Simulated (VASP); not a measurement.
# Coverage series on TaN(001), part 2 of 3

How do binding energy and the level below the vacuum change as the layer fills? Model: TaN(001), 2 x 2, four layers.

VASP 6.6.1, plane waves and PAW; the level of theory is named at each step.

So far: The starting structure; Relax the state, PBEsol; Potential of the state, PBEsol.

## (4) Relax the state, PBEsol

State “2 of 4 Ta sites hold Cl”: the free atoms relax, with the lowest layers held.

Level: PBEsol; plane waves and PAW (Ta_pv, N, Cl).

System, named by how it was started: Cl on TaN(001). The cell holds 34 atoms: 16 Ta, 16 N and 2 Cl. Its edges and angles: a = 6.194 Å, b = 6.194 Å, c = 24.820 Å, α = 90.0°, β = 90.0°, γ = 90.0°. It derives from TaN. Vacuum lies along c.

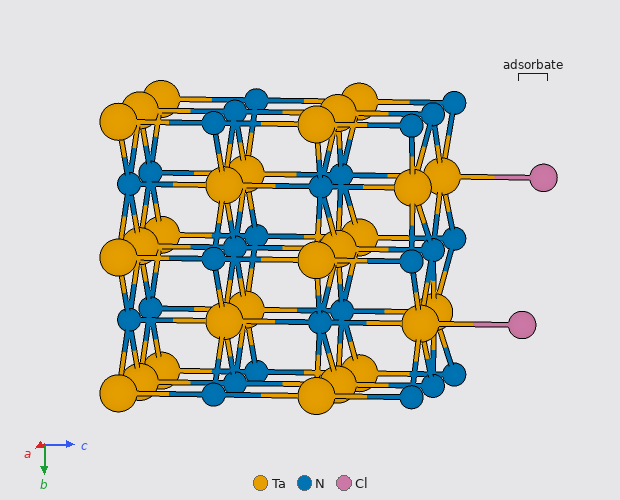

The cell at the end of this step (tantalum orange, nitrogen blue, chlorine pink). Some periodic images of atoms are drawn too.

Contents of INCAR:

```
SYSTEM = Ta8N8Cl
PREC = Normal
ENCUT = 400
EDIFF = 1E-05
NELM = 120
ISMEAR = 1
SIGMA = 0.1
LREAL = Auto
ALGO = Fast
GGA = PS
NBANDS = 160
LASPH = .TRUE.
LORBIT = 11
LWAVE = .FALSE.
LCHARG = .FALSE.
KPAR = 4
NCORE = 2
IBRION = 2
NSW = 80
ISIF = 2
EDIFFG = -0.04
POTIM = 0.4
MAXMIX = 40
IDIPOL = 3
LDIPOL = .TRUE.
DIPOL = 0.5 0.5 0.468
ISYM = 2
```

Contents of POSCAR:

```
Ta8N8Cl
1.0
    6.1942554030      0.0000000000      0.0000000000
    0.0000000000      6.1942554030      0.0000000000
    0.0000000000      0.0000000000     24.8200000000
Ta N Cl
16 16 2
Selective dynamics
Direct
    0.0000000000      0.0000000000      0.3223207090  F F F
    0.0000000000      0.5000000000      0.3223207090  F F F
    0.5000000000      0.0000000000      0.3223207090  F F F
    0.5000000000      0.5000000000      0.3223207090  F F F
    0.2500000000      0.2500000000      0.4105560030  F F F
    0.2500000000      0.7500000000      0.4105560030  F F F
    0.7500000000      0.2500000000      0.4105560030  F F F
    0.7500000000      0.7500000000      0.4105560030  F F F
    0.0000000000      0.0000000000      0.4987912970  T T T
    0.0000000000      0.5000000000      0.4987912970  T T T
    0.5000000000      0.0000000000      0.4987912970  T T T
    0.5000000000      0.5000000000      0.4987912970  T T T
    0.2500000000      0.2500000000      0.5870265910  T T T
    0.2500000000      0.7500000000      0.5870265910  T T T
    0.7500000000      0.2500000000      0.5870265910  T T T
    0.7500000000      0.7500000000      0.5870265910  T T T
    0.2500000000      0.2500000000      0.3223207090  F F F
    0.2500000000      0.7500000000      0.3223207090  F F F
    0.7500000000      0.2500000000      0.3223207090  F F F
    0.7500000000      0.7500000000      0.3223207090  F F F
    0.0000000000      0.0000000000      0.4105560030  F F F
    0.0000000000      0.5000000000      0.4105560030  F F F
    0.5000000000      0.0000000000      0.4105560030  F F F
    0.5000000000      0.5000000000      0.4105560030  F F F
    0.2500000000      0.2500000000      0.4987912970  T T T
    0.2500000000      0.7500000000      0.4987912970  T T T
    0.7500000000      0.2500000000      0.4987912970  T T T
    0.7500000000      0.7500000000      0.4987912970  T T T
    0.0000000000      0.0000000000      0.5870265910  T T T
    0.0000000000      0.5000000000      0.5870265910  T T T
    0.5000000000      0.0000000000      0.5870265910  T T T
    0.5000000000      0.5000000000      0.5870265910  T T T
    0.2500000000      0.2500000000      0.6776792910  T T T
    0.7500000000      0.7500000000      0.6776792910  T T T
```

Contents of KPOINTS:

```
Automatic mesh
0
Gamma
4 4 1
0 0 0
```

PAW data sets: Ta_pv, N and Cl (PBE family, release 64).

The run is started by

```sh
$ mpirun -np 8 vasp_std
```

The log of the run:

```text
[banner, memory and clock lines left out]
running    8 mpi-ranks, on    1 nodes
[...]
[... a notice as in an earlier step ...]

 LDA part: xc-table for (Slater+PW92), standard interpolation
 POSCAR, INCAR and KPOINTS ok, starting setup
[...]
entering main loop
       N       E                     dE             d eps       ncg     rms          rms(c)
DAV:   1     0.236217483814E+04    0.23622E+04   -0.13148E+05  2296   0.126E+03
DAV:   2    -0.200987150702E+03   -0.25632E+04   -0.25089E+04  2296   0.383E+02
DAV:   3    -0.411850598282E+03   -0.21086E+03   -0.20673E+03  2320   0.103E+02
DAV:   4    -0.422487515843E+03   -0.10637E+02   -0.10429E+02  2472   0.212E+01
[...]
RMM:  27    -0.372163489478E+03   -0.32456E-04   -0.12309E-04   893   0.389E-03    0.197E-03
RMM:  28    -0.372163501965E+03   -0.12487E-04   -0.69667E-05   746   0.321E-03    0.533E-04
RMM:  29    -0.372163509516E+03   -0.75503E-05   -0.51472E-05   575   0.262E-03
   1 F= -.37216351E+03 E0= -.37215156E+03  d E =-.372164E+03
[... from here on, the cycles between the ionic steps are left out ...]
   2 F= -.37276775E+03 E0= -.37275935E+03  d E =-.604242E+00
   3 F= -.37276937E+03 E0= -.37276078E+03  d E =-.605862E+00
   4 F= -.37288210E+03 E0= -.37287453E+03  d E =-.112727E+00
   5 F= -.37289639E+03 E0= -.37288873E+03  d E =-.127014E+00
   6 F= -.37294753E+03 E0= -.37293752E+03  d E =-.511433E-01
   7 F= -.37295175E+03 E0= -.37294072E+03  d E =-.553661E-01
   8 F= -.37297920E+03 E0= -.37296662E+03  d E =-.274464E-01
   9 F= -.37298459E+03 E0= -.37297117E+03  d E =-.328360E-01
  10 F= -.37300871E+03 E0= -.37299477E+03  d E =-.241181E-01
  11 F= -.37302463E+03 E0= -.37301069E+03  d E =-.400398E-01
  12 F= -.37302632E+03 E0= -.37301265E+03  d E =-.417326E-01
  13 F= -.37304623E+03 E0= -.37303371E+03  d E =-.199074E-01
  14 F= -.37304959E+03 E0= -.37303797E+03  d E =-.232649E-01
  15 F= -.37306073E+03 E0= -.37305227E+03  d E =-.111415E-01
  16 F= -.37306082E+03 E0= -.37305262E+03  d E =-.112378E-01
  17 F= -.37306685E+03 E0= -.37306122E+03  d E =-.602879E-02
  18 F= -.37306688E+03 E0= -.37306136E+03  d E =-.605712E-02
  19 F= -.37306763E+03 E0= -.37306212E+03  d E =-.752589E-03
  20 F= -.37306775E+03 E0= -.37306223E+03  d E =-.865150E-03
[...]
reached required accuracy - stopping structural energy minimisation
```

Run time: 23 min. Hardware: 8 MPI ranks of Intel Xeon Platinum 8259CL at 2.50GHz (Skylake/Cascade Lake), shared host; peak memory 3.5 GiB; 2.4 h of CPU time.

From OUTCAR (step 4):

```text
  Total      -48.3157471    -48.3157471    -13.7715101      0.0000000      0.0000000      0.0000000
  in kB      -81.2866617    -81.2866617    -23.1692594      0.0000000      0.0000000      0.0000000
  external PRESSURE =     -61.9141943 kB  Pullay stress =       0.0000000 kB

 POSITION                                       TOTAL-FORCE (eV/Angst)
 -----------------------------------------------------------------------------------
      0.00000      0.00000      8.00000         0.000000      0.000000      2.155916
      0.00000      3.09713      8.00000        -0.000000      0.000000      2.155916
      3.09713      0.00000      8.00000         0.000000      0.000000      2.155916
      3.09713      3.09713      8.00000        -0.000000      0.000000      2.155916
      1.54856      1.54856     10.19000         0.000000      0.000000     -0.565986
      1.54856      4.64569     10.19000         0.000000      0.000000     -1.156410
      4.64569      1.54856     10.19000        -0.000000     -0.000000     -1.156410
      4.64569      4.64569     10.19000         0.000000      0.000000     -0.565986
      0.00000      0.00000     12.55548         0.000000      0.000000      0.017143
      0.00000      3.09713     12.55548         0.000000      0.000000      0.017143
      3.09713      0.00000     12.55548         0.000000     -0.000000      0.017143
      3.09713      3.09713     12.55548         0.000000      0.000000      0.017143
      1.54856      1.54856     14.70186        -0.000000      0.000000     -0.024306
      1.54856      4.64569     14.52817         0.000000     -0.000000     -0.021736
[...]
-----------------------------------------------------------------------------------
    total drift:                                0.000000      0.000000      0.070679

  FREE ENERGIE OF THE ION-ELECTRON SYSTEM (eV)
  ---------------------------------------------------
  free  energy   TOTEN  =      -373.0677456208 eV

  energy  without entropy=     -373.0512069615  energy(sigma->0) =     -373.06223273

[... 1 part as in an earlier step ...]

[... 3 further parts left out ...]
[key lines of the parts left out:]
E-fermi :   0.7364
```

Read from the output:

```
energy(sigma→0) of the program : -373.0622 eV
ionic steps                    : 20
```

## (5) Potential of the state, PBEsol

State “2 of 4 Ta sites hold Cl”: a tighter run that also writes the potential.

Level: PBEsol; plane waves and PAW (Ta_pv, N, Cl).

Contents of INCAR:

```
SYSTEM = Ta8N8Cl
PREC = Normal
ENCUT = 400
EDIFF = 1E-06
NELM = 120
ISMEAR = 1
SIGMA = 0.1
LREAL = Auto
ALGO = Fast
GGA = PS
NBANDS = 160
LASPH = .TRUE.
LORBIT = 11
LWAVE = .FALSE.
LCHARG = .TRUE.
KPAR = 4
NCORE = 2
IDIPOL = 3
LDIPOL = .TRUE.
DIPOL = 0.5 0.5 0.47
LVHAR = .TRUE.
LVACPOTAV = .TRUE.
NEDOS = 1500
```

Contents of POSCAR:

```
Ta8N8Cl
1.0
    6.1942554030      0.0000000000      0.0000000000
    0.0000000000      6.1942554030      0.0000000000
    0.0000000000      0.0000000000     24.8200000000
Ta N Cl
16 16 2
Selective dynamics
Direct
    0.0000000000      0.0000000000      0.3223207090  F F F
    0.0000000000      0.5000000000      0.3223207090  F F F
    0.5000000000      0.0000000000      0.3223207090  F F F
    0.5000000000      0.5000000000      0.3223207090  F F F
    0.2500000000      0.2500000000      0.4105560030  F F F
    0.2500000000      0.7500000000      0.4105560030  F F F
    0.7500000000      0.2500000000      0.4105560030  F F F
    0.7500000000      0.7500000000      0.4105560030  F F F
    0.0000000000      0.0000000000      0.5058613806  T T T
    0.0000000000      0.5000000000      0.5058613806  T T T
    0.5000000000      0.0000000000      0.5058613806  T T T
    0.5000000000      0.5000000000      0.5058613806  T T T
    0.2500000000      0.2500000000      0.5923394256  T T T
    0.2500000000      0.7500000000      0.5853410823  T T T
    0.7500000000      0.2500000000      0.5853410823  T T T
    0.7500000000      0.7500000000      0.5923394256  T T T
    0.2500000000      0.2500000000      0.3223207090  F F F
    0.2500000000      0.7500000000      0.3223207090  F F F
    0.7500000000      0.2500000000      0.3223207090  F F F
    0.7500000000      0.7500000000      0.3223207090  F F F
    0.0000000000      0.0000000000      0.4105560030  F F F
    0.0000000000      0.5000000000      0.4105560030  F F F
    0.5000000000      0.0000000000      0.4105560030  F F F
    0.5000000000      0.5000000000      0.4105560030  F F F
    0.2500000000      0.2500000000      0.4992621914  T T T
    0.2500000000      0.7500000000      0.4999607260  T T T
    0.7500000000      0.2500000000      0.4999607260  T T T
    0.7500000000      0.7500000000      0.4992621914  T T T
    0.0000000000      0.0000000000      0.5940480854  T T T
    0.0000000000      0.5000000000      0.5940480854  T T T
    0.5000000000      0.0000000000      0.5940480854  T T T
    0.5000000000      0.5000000000      0.5940480854  T T T
    0.2500000000      0.2500000000      0.6867152276  T T T
    0.7500000000      0.7500000000      0.6867152276  T T T
```

KPOINTS is that of step 4.

The run is started by

```sh
$ mpirun -np 8 vasp_std
```

The log of the run:

```text
[... set-up lines as in an earlier step ...]
 entering main loop
       N       E                     dE             d eps       ncg     rms          rms(c)
DAV:   1     0.234471603041E+04    0.23447E+04   -0.13134E+05  2296   0.126E+03
DAV:   2    -0.200229947675E+03   -0.25449E+04   -0.24910E+04  2264   0.382E+02
DAV:   3    -0.411795894858E+03   -0.21157E+03   -0.20716E+03  2368   0.103E+02
DAV:   4    -0.422113952140E+03   -0.10318E+02   -0.10112E+02  2408   0.210E+01
[...]
RMM:  28    -0.373067737910E+03   -0.60625E-05   -0.61677E-06  1164   0.141E-03    0.445E-04
RMM:  29    -0.373067740511E+03   -0.26013E-05   -0.36687E-06  1061   0.104E-03    0.347E-04
RMM:  30    -0.373067741341E+03   -0.82976E-06   -0.18322E-06   871   0.842E-04
 [... a notice as in an earlier step ...]

   1 F= -.37306774E+03 E0= -.37306223E+03  d E =-.165418E-01
```

Run time: 3.3 min. Hardware: 8 MPI ranks; peak memory 3.1 GiB; 21 min of CPU time.

From OUTCAR (step 5):

```text
  Total      -48.3175409    -48.3175409    -13.7603489      0.0000000      0.0000000      0.0000000
  in kB      -81.2896795    -81.2896795    -23.1504819      0.0000000      0.0000000      0.0000000
  external PRESSURE =     -61.9099469 kB  Pullay stress =       0.0000000 kB

 POSITION                                       TOTAL-FORCE (eV/Angst)
 -----------------------------------------------------------------------------------
      0.00000      0.00000      8.00000         0.000000      0.000000      2.156621
      0.00000      3.09713      8.00000        -0.000000     -0.000000      2.156621
      3.09713      0.00000      8.00000         0.000000      0.000000      2.156621
      3.09713      3.09713      8.00000        -0.000000      0.000000      2.156621
      1.54856      1.54856     10.19000         0.000000      0.000000     -0.565377
      1.54856      4.64569     10.19000         0.000000      0.000000     -1.156294
      4.64569      1.54856     10.19000        -0.000000     -0.000000     -1.156294
      4.64569      4.64569     10.19000         0.000000      0.000000     -0.565377
      0.00000      0.00000     12.55548         0.000000     -0.000000      0.018103
      0.00000      3.09713     12.55548         0.000000      0.000000      0.018103
      3.09713      0.00000     12.55548         0.000000      0.000000      0.018103
      3.09713      3.09713     12.55548         0.000000     -0.000000      0.018103
      1.54856      1.54856     14.70186         0.000000      0.000000     -0.025045
      1.54856      4.64569     14.52817         0.000000      0.000000     -0.028972
[...]
-----------------------------------------------------------------------------------
    total drift:                                0.000000      0.000000      0.052206

  FREE ENERGIE OF THE ION-ELECTRON SYSTEM (eV)
  ---------------------------------------------------
  free  energy   TOTEN  =      -373.0677413411 eV

  energy  without entropy=     -373.0511995485  energy(sigma->0) =     -373.06222741

[... 2 parts as in an earlier step ...]

[... 1 further part left out ...]
[key lines of the parts left out:]
E-fermi :   0.7284
```

Read from the output:

```
energy(sigma→0) of the program      : -373.0622 eV
work function, upper and lower side : 5.71, 3.71 eV
```

VASP warns that it found no field-free region by its own threshold; the planar potential, read 60 % of the way from the top atom to the cell's edge, stands at 5.71 eV above the Fermi level.

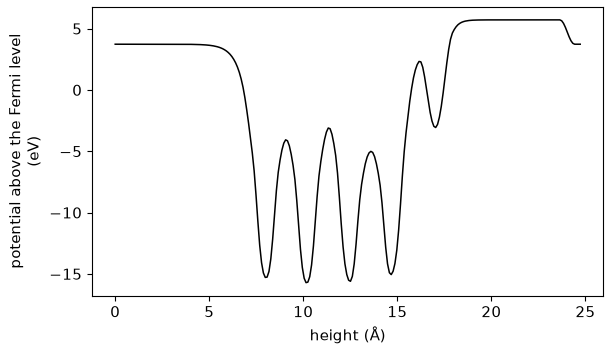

Planar average of the electrostatic potential. The step near the cell's edge is that of the dipole correction.

(Part 2 of 3 ends here.)

[Lines on the potential files, build, host, timing and source positions are cut from VASP's logs without a mark.]

[Logs are printed without paths, hosts, clocks, repeated set-up lines and the standing remarks that a program may print on its own settings, such as how far it seeks lower states.]

[Hosts, paths, dates, database ids (printed as entryN), source tags and the programs' standing remarks are cut or masked in the printed files.]
